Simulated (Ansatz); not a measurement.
## Run report: C, geometry relaxation (part 2 of 2)

C (P6/mmm, 2 atoms in the cell); DFT PBE+D3(BJ), scalar-relativistic, plane waves, PAW, no spin polarisation (Ansatz 0.2.0); cutoff 420 eV, 18×18×6 k-mesh, Gaussian smearing of 0.1 eV. The structure derives from a Materials Project entry.

Geometry of the input (Å; fractional positions):
```
2.4562  0.0000  0.0000
-1.2281  2.1271  0.0000
0.0000  0.0000  8.5238
C  0.3333  0.6667  0.0000
C  0.6667  0.3333  0.0000
```

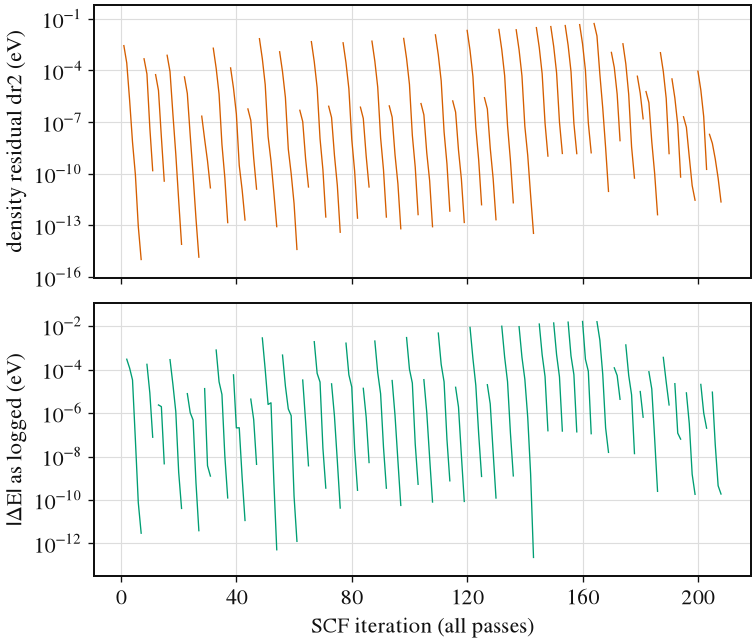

Convergence of the self-consistent field: density residual dr2 and size of the energy change against the SCF iteration. The dotted lines part the SCF passes of the relaxation: geometry steps, rejected trials and re-solves on a re-selected basis. The 40 passes take 3 to 7 iterations each, 208 in all.

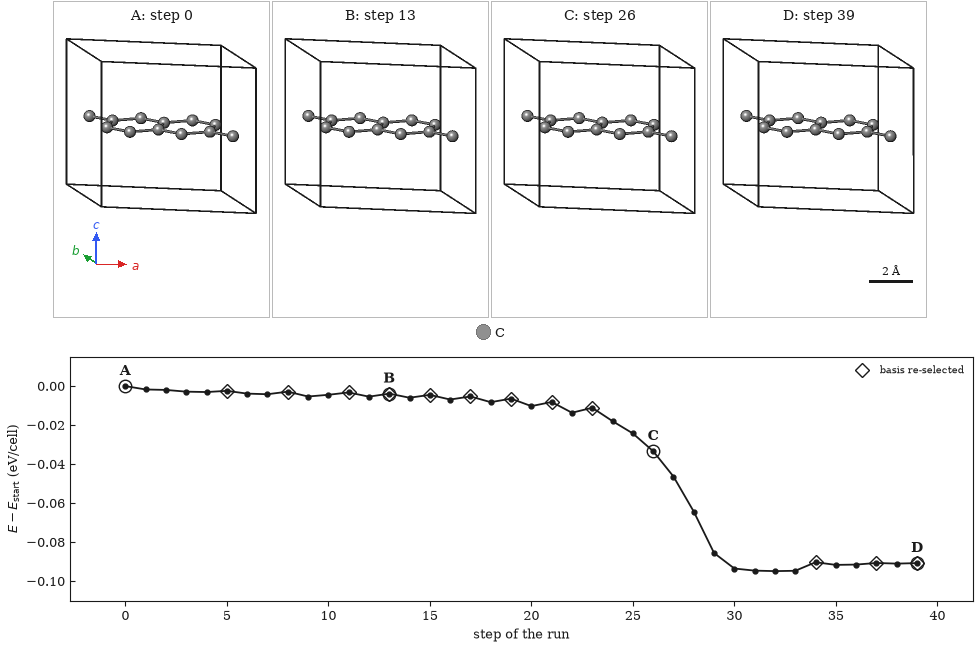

Frames of the relaxation (ball-and-stick view of the 3 × 2 repeat of the cell, with the vacuum cut short, seen slightly off an axis) above the curves, on which the letters mark them (the first geometry is step 0 here and step 1 in the log).

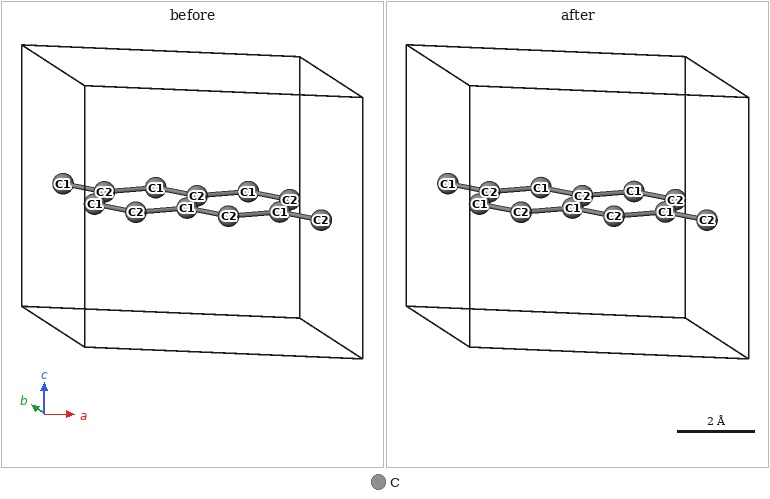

Before (left) and after (right) the relaxation, at one scale (ball-and-stick view of the 3 × 2 repeat of the cell, with the vacuum cut short, seen slightly off an axis). The energy falls by 91.0 meV per cell of the calculation in 27 geometry steps. All forces vanish by symmetry, so only the cell relaxes. 11 further SCFs at an unchanged geometry re-selected the plane-wave basis for the new cell. The atoms keep their places relative to the cell (all moves are under 0.005 Å). In the plane the drawn cell goes a 7.369 → 7.394 Å (+0.3 %), b 4.912 → 4.929 Å (+0.3 %). Among the contacts that change: C1–C2 1.418 → 1.423 Å. The space group stays P6/mmm (No. 191). The energy change given includes the shifts at the re-selections in mid-walk, which come without any move. A last SCF at the same geometry on a re-selected plane-wave basis shifts the energy by +0.3 meV per cell of the calculation. (Atoms are counted from 1 in the order of the input.)

```
basis re-selected at this cell: Δ(F+E_penalty+E_count) = +2.609e-4 eV, ΔP = -0.014 GPa vs the last step (what re-selecting the basis moved, of the pressure what is left beyond the Pulay correction that the steps carried, after the strain that the cell walked since its last selection, with what the two solves' SCF thresholds leave and, on support functions, any second-order correction that the steps lacked; it is no measure of the basis error at this ecutwfc). This SCF's stress stands 4.39e-2 GPa from its target on what of the cell is left free (relax.cell.stress_tol is 5.00e-2 GPa) and its largest allowed force component is 5.92e-16 eV/Å (relax.f_tol is 5.00e-3 eV/Å): within both
SCF converged after 5 iterations
Free energy (F): -502.153290 eV
Harris-Foulkes:  -502.153290 eV  (|F-HF|=2.05e-11)
Internal energy: -502.153288 eV  (E = F + TS)
E sigma→0 (E₀):  -502.153289 eV
Entropy (-TS):   -0.000002 eV (-0.001 meV/atom)
Fermi energy:    6.340334 eV
--- Per-component energies (eV) ---
  E_band       = -22.393426
  E_kinetic    = 181.888366
  E_local      = -339.302299  (includes V_loc(G=0)·N_el)
  E_nonlocal   = 54.614047
  E_hartree    = 106.451127
  E_xc         = -96.019342
  E_vxc        = -118.880643  (∫ρ·V_xc dr)
  E_paw        = -198.694619  (= ΣΔE_a)
  E_vpaw       = -13.615143  (= ΣTr[D̂ρ^β])
  E_aug_tail   = 0.000015  (compensation charges beyond the density's cutoff)
  E_ewald      = -210.800150
  E_disp       = -0.290434  (pairwise vdW)
  E_smearing   = -0.000002  (= −TS)
  E_closure    = 0.000000  (closes the sum)
  Σ components = -502.153290   (vs F -502.153290, Δ=0.00e0)
--- Forces (eV/Å), atoms counted from 1 ---
  atom   1  C      0.00000000    -0.00000000    -0.00000000
  atom   2  C      0.00000000     0.00000000     0.00000000
  max |Σ_I F_I| component: 7.40e-17 eV/Å
--- Stress (GPa, compression-positive) ---
       -0.013224       0.000000       0.000000
        0.000000      -0.013224       0.000000
        0.000000       0.000000      -0.043909
  P = ⅓ Tr σ = -0.0235 GPa (-0.235 kbar)
--- Band table (eV; the first three rows and the last of 148) ---
  k-point 0: bands = ["-13.2712", "-0.5271", "3.3065", "3.3065", "10.1829", "14.6644", "14.6644", "17.9183"]
  k-point 1: bands = ["-13.2266", "-0.9341", "3.3095", "3.3095", "11.2333", "14.6783", "14.6783", "17.8346"]
  k-point 2: bands = ["-13.1344", "-1.6408", "3.3187", "3.3187", "13.7165", "14.7090", "14.7090", "17.7071"]
  k-point 147: bands = ["-6.1967", "-6.1967", "-4.1822", "5.8957", "5.8957", "15.5953", "21.0196", "21.0196"]
--- Relaxed structure (28 steps of the walk, 28 accepted, 12 SCFs on fresh bases) ---
  F+E_penalty+E_count = -502.15329002 eV   max|allowed force component| = 5.921e-16 eV/Å   (the final SCF, on the basis selected at the relaxed cell)
  cell:  # Å, volume = 18.7684 Å³
    - [2.4647380961170864, 0.0, 0.0]
    - [-1.2323690480585432, 2.1345258049126885, 0.0]
    - [0.0, 0.0, 3.5674261305124397]
  atoms:
    - { symbol: C, position: [0.33333333333333326, 0.6666666666666665, 0.0] }
    - { symbol: C, position: [0.6666666666666666, 0.33333333333333326, 0.0] }
```

Trajectory as extended XYZ (Å, eV, eV/Å), 26 of the 40 frames kept, from step=1 to step=40
```
2
Lattice="2.4562 0.0000 0.0000 -1.2281 2.1271 0.0000 0.0000 0.0000 8.5238" Properties=species:S:1:pos:R:3:forces:R:3 step=1 energy=-502.06256 pressure_GPa=1.31
C     0.0000    1.4181    0.0000    0.0000   0.0000   0.0000
C     1.2281    0.7090    0.0000    0.0000   0.0000   0.0000
2
Lattice="2.4657 0.0000 0.0000 -1.2328 2.1353 0.0000 0.0000 0.0000 8.4974" Properties=species:S:1:pos:R:3:forces:R:3 step=3 energy=-502.06452 pressure_GPa=-0.02
C     0.0000    1.4236    0.0000    0.0000   0.0000   0.0000
C     1.2328    0.7118    0.0000    0.0000   0.0000   0.0000
2
Lattice="2.4657 0.0000 0.0000 -1.2328 2.1353 0.0000 0.0000 0.0000 8.3993" Properties=species:S:1:pos:R:3:forces:R:3 step=4 energy=-502.06541 pressure_GPa=0.01
C     0.0000    1.4236    0.0000    0.0000   0.0000   0.0000
C     1.2328    0.7118    0.0000    0.0000   0.0000   0.0000
2
Lattice="2.4657 0.0000 0.0000 -1.2329 2.1354 0.0000 0.0000 0.0000 8.3757" Properties=species:S:1:pos:R:3:forces:R:3 step=6 energy=-502.06500 pressure_GPa=-0.02
C     0.0000    1.4236    0.0000    0.0000   0.0000   0.0000
C     1.2329    0.7118    0.0000    0.0000   0.0000   0.0000
2
Lattice="2.4658 0.0000 0.0000 -1.2329 2.1355 0.0000 0.0000 0.0000 8.2192" Properties=species:S:1:pos:R:3:forces:R:3 step=7 energy=-502.06641 pressure_GPa=-0.02
C     0.0000    1.4237    0.0000    0.0000   0.0000   0.0000
C     1.2329    0.7118    0.0000    0.0000   0.0000   0.0000
2
Lattice="2.4657 0.0000 0.0000 -1.2329 2.1354 0.0000 0.0000 0.0000 8.1793" Properties=species:S:1:pos:R:3:forces:R:3 step=9 energy=-502.06541 pressure_GPa=-0.02
C     0.0000    1.4236    0.0000    0.0000   0.0000   0.0000
C     1.2329    0.7118    0.0000    0.0000   0.0000   0.0000
2
Lattice="2.4657 0.0000 0.0000 -1.2329 2.1354 0.0000 0.0000 0.0000 7.8925" Properties=species:S:1:pos:R:3:forces:R:3 step=10 energy=-502.06790 pressure_GPa=0.04
C     0.0000    1.4236    0.0000    0.0000   0.0000   0.0000
C     1.2329    0.7118    0.0000    0.0000   0.0000   0.0000
2
Lattice="2.4658 0.0000 0.0000 -1.2329 2.1355 0.0000 0.0000 0.0000 8.0065" Properties=species:S:1:pos:R:3:forces:R:3 step=12 energy=-502.06581 pressure_GPa=-0.04
C     0.0000    1.4236    0.0000    0.0000   0.0000   0.0000
C     1.2329    0.7118    0.0000    0.0000   0.0000   0.0000
2
Lattice="2.4658 0.0000 0.0000 -1.2329 2.1354 0.0000 0.0000 0.0000 7.7759" Properties=species:S:1:pos:R:3:forces:R:3 step=13 energy=-502.06797 pressure_GPa=0.02
C     0.0000    1.4236    0.0000    0.0000   0.0000   0.0000
C     1.2329    0.7118    0.0000    0.0000   0.0000   0.0000
2
Lattice="2.4658 0.0000 0.0000 -1.2329 2.1355 0.0000 0.0000 0.0000 7.5682" Properties=species:S:1:pos:R:3:forces:R:3 step=15 energy=-502.06852 pressure_GPa=0.01
C     0.0000    1.4237    0.0000    0.0000   0.0000   0.0000
C     1.2329    0.7118    0.0000    0.0000   0.0000   0.0000
2
Lattice="2.4659 0.0000 0.0000 -1.2329 2.1355 0.0000 0.0000 0.0000 7.3422" Properties=species:S:1:pos:R:3:forces:R:3 step=17 energy=-502.06945 pressure_GPa=0.00
C     0.0000    1.4237    0.0000    0.0000   0.0000   0.0000
C     1.2329    0.7118    0.0000    0.0000   0.0000   0.0000
2
Lattice="2.4659 0.0000 0.0000 -1.2329 2.1355 0.0000 0.0000 0.0000 7.3422" Properties=species:S:1:pos:R:3:forces:R:3 step=18 energy=-502.06786 pressure_GPa=-0.06
C     0.0000    1.4237    0.0000    0.0000   0.0000   0.0000
C     1.2329    0.7118    0.0000    0.0000   0.0000   0.0000
2
Lattice="2.4659 0.0000 0.0000 -1.2330 2.1355 0.0000 0.0000 0.0000 7.0795" Properties=species:S:1:pos:R:3:forces:R:3 step=20 energy=-502.06898 pressure_GPa=-0.08
C     0.0000    1.4237    0.0000    0.0000   0.0000   0.0000
C     1.2330    0.7118    0.0000    0.0000   0.0000   0.0000
2
Lattice="2.4659 0.0000 0.0000 -1.2330 2.1356 0.0000 0.0000 0.0000 6.7573" Properties=species:S:1:pos:R:3:forces:R:3 step=21 energy=-502.07283 pressure_GPa=-0.00
C     0.0000    1.4237    0.0000    0.0000   0.0000   0.0000
C     1.2330    0.7119    0.0000    0.0000   0.0000   0.0000
2
Lattice="2.4660 0.0000 0.0000 -1.2330 2.1356 0.0000 0.0000 0.0000 6.3418" Properties=species:S:1:pos:R:3:forces:R:3 step=23 energy=-502.07621 pressure_GPa=-0.01
C     0.0000    1.4237    0.0000    0.0000   0.0000   0.0000
C     1.2330    0.7119    0.0000    0.0000   0.0000   0.0000
2
Lattice="2.4660 0.0000 0.0000 -1.2330 2.1356 0.0000 0.0000 0.0000 6.3418" Properties=species:S:1:pos:R:3:forces:R:3 step=24 energy=-502.07367 pressure_GPa=-0.13
C     0.0000    1.4237    0.0000    0.0000   0.0000   0.0000
C     1.2330    0.7119    0.0000    0.0000   0.0000   0.0000
2
Lattice="2.4662 0.0000 0.0000 -1.2331 2.1358 0.0000 0.0000 0.0000 5.5437" Properties=species:S:1:pos:R:3:forces:R:3 step=26 energy=-502.08682 pressure_GPa=-0.08
C     0.0000    1.4238    0.0000    0.0000   0.0000   0.0000
C     1.2331    0.7119    0.0000    0.0000   0.0000   0.0000
2
Lattice="2.4664 0.0000 0.0000 -1.2332 2.1360 0.0000 0.0000 0.0000 4.7127" Properties=species:S:1:pos:R:3:forces:R:3 step=28 energy=-502.10890 pressure_GPa=-0.30
C     0.0000    1.4240    0.0000    0.0000   0.0000   0.0000
C     1.2332    0.7120    0.0000    0.0000   0.0000   0.0000
2
Lattice="2.4664 0.0000 0.0000 -1.2332 2.1360 0.0000 0.0000 0.0000 4.2971" Properties=species:S:1:pos:R:3:forces:R:3 step=29 energy=-502.12689 pressure_GPa=-0.45
C     0.0000    1.4240    0.0000    0.0000   0.0000   0.0000
C     1.2332    0.7120    0.0000    0.0000   0.0000   0.0000
2
Lattice="2.4658 0.0000 0.0000 -1.2329 2.1354 0.0000 0.0000 0.0000 3.4661" Properties=species:S:1:pos:R:3:forces:R:3 step=31 energy=-502.15607 pressure_GPa=0.21
C     0.0000    1.4236    0.0000    0.0000   0.0000   0.0000
C     1.2329    0.7118    0.0000    0.0000   0.0000   0.0000
2
Lattice="2.4593 0.0000 0.0000 -1.2297 2.1298 0.0000 0.0000 0.0000 3.5516" Properties=species:S:1:pos:R:3:forces:R:3 step=32 energy=-502.15714 pressure_GPa=2.18
C     0.0000    1.4199    0.0000    0.0000   0.0000   0.0000
C     1.2297    0.7099    0.0000    0.0000   0.0000   0.0000
2
Lattice="2.4653 0.0000 0.0000 -1.2327 2.1350 0.0000 0.0000 0.0000 3.6256" Properties=species:S:1:pos:R:3:forces:R:3 step=34 energy=-502.15722 pressure_GPa=0.01
C     0.0000    1.4234    0.0000    0.0000   0.0000   0.0000
C     1.2327    0.7117    0.0000    0.0000   0.0000   0.0000
2
Lattice="2.4653 0.0000 0.0000 -1.2327 2.1350 0.0000 0.0000 0.0000 3.6256" Properties=species:S:1:pos:R:3:forces:R:3 step=35 energy=-502.15285 pressure_GPa=-0.29
C     0.0000    1.4234    0.0000    0.0000   0.0000   0.0000
C     1.2327    0.7117    0.0000    0.0000   0.0000   0.0000
2
Lattice="2.4648 0.0000 0.0000 -1.2324 2.1346 0.0000 0.0000 0.0000 3.5827" Properties=species:S:1:pos:R:3:forces:R:3 step=37 energy=-502.15404 pressure_GPa=-0.00
C     0.0000    1.4231    0.0000    0.0000   0.0000   0.0000
C     1.2324    0.7115    0.0000    0.0000   0.0000   0.0000
2
Lattice="2.4648 0.0000 0.0000 -1.2324 2.1346 0.0000 0.0000 0.0000 3.5827" Properties=species:S:1:pos:R:3:forces:R:3 step=38 energy=-502.15322 pressure_GPa=-0.07
C     0.0000    1.4231    0.0000    0.0000   0.0000   0.0000
C     1.2324    0.7115    0.0000    0.0000   0.0000   0.0000
2
Lattice="2.4647 0.0000 0.0000 -1.2324 2.1345 0.0000 0.0000 0.0000 3.5674" Properties=species:S:1:pos:R:3:forces:R:3 step=40 energy=-502.15329 pressure_GPa=-0.02
C     0.0000    1.4230    0.0000    0.0000   0.0000   0.0000
C     1.2324    0.7115    0.0000    0.0000   0.0000   0.0000
```

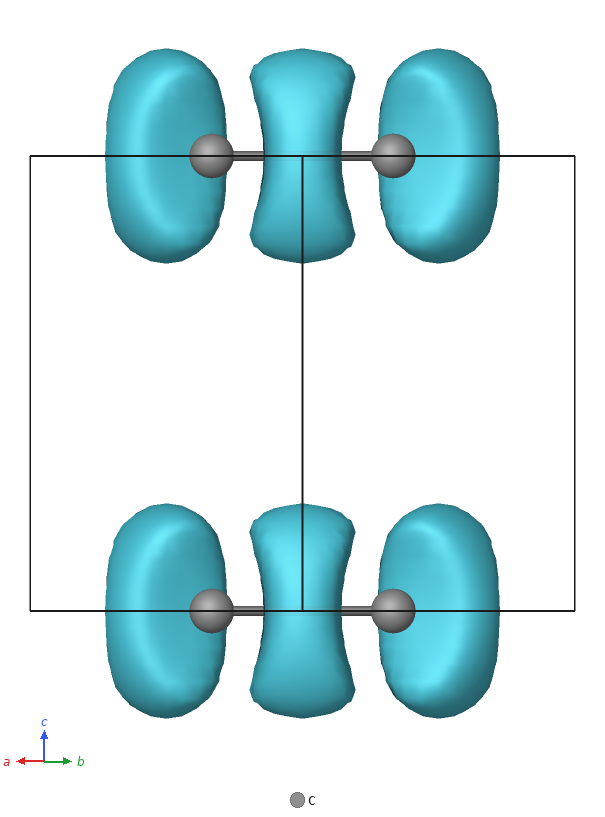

Isosurface of the ELF at 0.7 (cyan), seen along [110]. Only the valence region is drawn (cores and ρ < 0.01 e/Å³ removed). Sticks mark near contacts. The outline is the cell set on symmetry axes. The ELF exceeds this value in three regions between bonded C–C atoms (shared pairs), counted in one cell of 2 atoms. Profiles from the grid: C–C (1.42 Å): the ELF peaks at about 0.95 between the atoms, which marks localised, shared-pair bonding. Core electrons are frozen (PAW), so the fields are smoothed inside the atomic spheres.

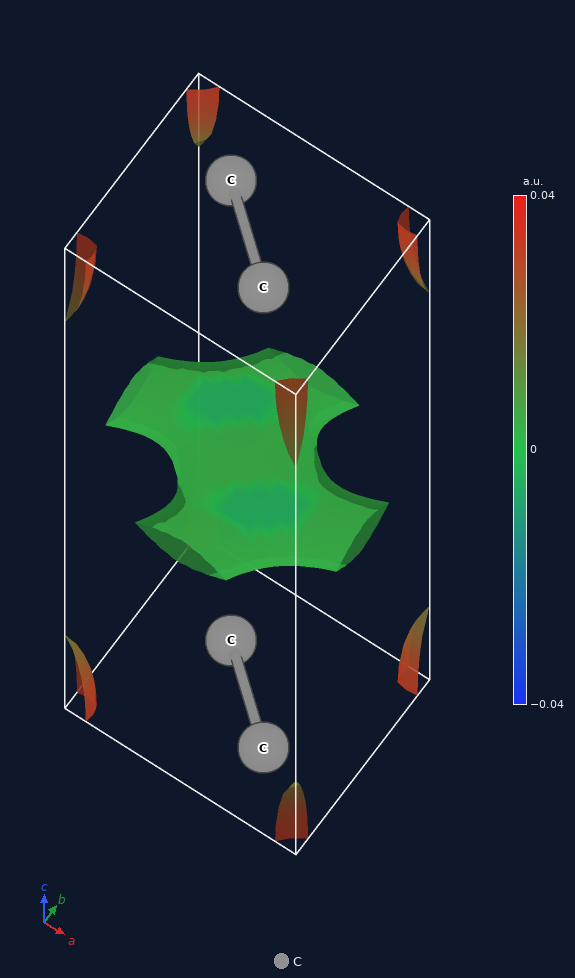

Non-covalent interaction (NCI) plot: the surface where the reduced density gradient is 0.5, for densities under 0.05 a.u., coloured by sign(λ₂)ρ; seen at an oblique angle. The outline is the cell set on symmetry axes. Sheets between layers or molecules: weak, van der Waals-like contact (green); inside the ring or cage of C: steric crowding (red).
